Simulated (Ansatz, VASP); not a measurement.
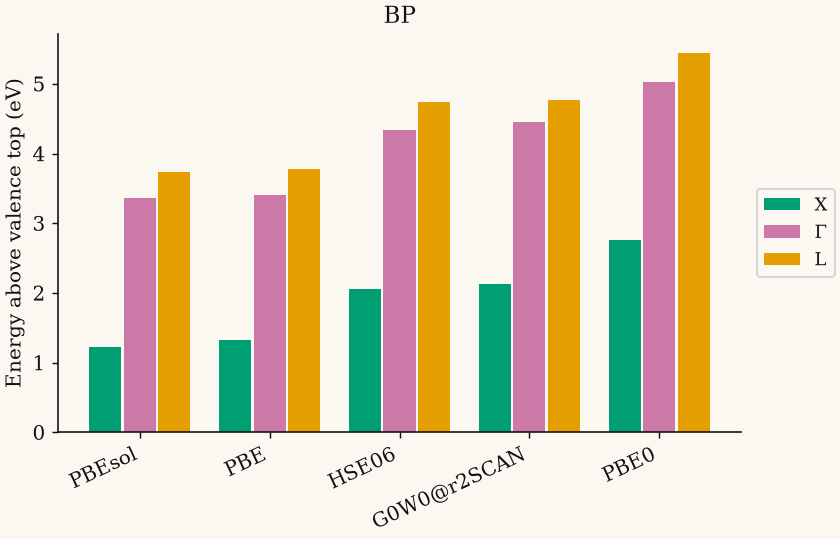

Lowest conduction level at each named k point, counted from the valence-band top at Γ, by several methods on one cell of zincblende BP, space group F-43m, 2 atoms in the primitive cell, relaxed with r2SCAN; cubic a = 4.537 Å. All runs are without spin-orbit coupling and carry no moments. In some of the methods the smallest gap lies off these points.

```
     method  program  X (eV)  Γ (eV)  L (eV)
     PBEsol     VASP    1.22    3.36    3.74
        PBE   Ansatz    1.33    3.41    3.78
      HSE06   Ansatz    2.06    4.34    4.74
G0W0@r2SCAN   Ansatz    2.13    4.45    4.77
       PBE0   Ansatz    2.76    5.03    5.45
```

Estimate the G0W0@HSE06 values. It was run as: HSE06, Ansatz PAW set, 6×6×6 k mesh, 420 eV cutoff, fixed occupations (Ansatz 0.2.0), G0W0 with empty bands 128, screening cutoff 180 eV and frequency treatment contour deformation.

It starts from HSE06, whose row gives 2.06 eV at X. G0W0@HSE06 gives 2.32 eV at X, 4.70 eV at Γ and 4.99 eV at L, which is +0.26 eV from HSE06 at X.

Does G0W0@HSE06 shift these levels rigidly from HSE06?

The shifts are +0.26 eV at X, +0.36 eV at Γ and +0.25 eV at L: a spread of 0.11 eV on a mean of 0.29 eV, so one shift describes them only roughly.

How do the methods rank at X?

From low to high: PBEsol 1.22, PBE 1.33, HSE06 2.06, G0W0@r2SCAN 2.13, G0W0@HSE06 2.32, PBE0 2.76 eV. Too close to rank are HSE06 against G0W0@r2SCAN (different cutoffs).

Settings. PBEsol: VASP PAW recommended PBE set, 10×10×10 k mesh, 520 eV cutoff, Gaussian smearing of 0.01 eV (VASP). PBE: Ansatz PAW set, 10×10×10 k mesh, 420 eV cutoff, Fermi-Dirac smearing of 0.02 eV (Ansatz 0.2.0). HSE06: Ansatz PAW set, 6×6×6 k mesh, 420 eV cutoff, fixed occupations (Ansatz 0.2.0). G0W0@r2SCAN: r2SCAN, Ansatz PAW set, 6×6×6 k mesh, 500 eV cutoff, fixed occupations (Ansatz 0.2.0), G0W0 with empty bands 128, screening cutoff 180 eV and frequency treatment contour deformation. PBE0: Ansatz PAW set, 6×6×6 k mesh, 420 eV cutoff, fixed occupations (Ansatz 0.2.0).

These are six of the 13 methods that were run on this cell. The runs come from different programs and meshes, which adds differences of its own. PBEsol, HSE06, G0W0@r2SCAN, G0W0@HSE06 and PBE0: the PAW data sets were made with another functional. LDA, GGA and most meta-GGA functionals understate gaps. HSE06 and PBE0: the k mesh is thin for exact exchange. G0W0@r2SCAN and G0W0@HSE06: the k mesh is thin for GW. Over all k points computed the smallest gap is 1.13 eV in PBEsol, 1.24 eV in PBE, 1.96 eV in HSE06 and 2.66 eV in PBE0, from the valence top at Γ to the conduction bottom at a point off the named ones. The GW values are at finite bands, cutoffs and mesh, short of the basis limit.
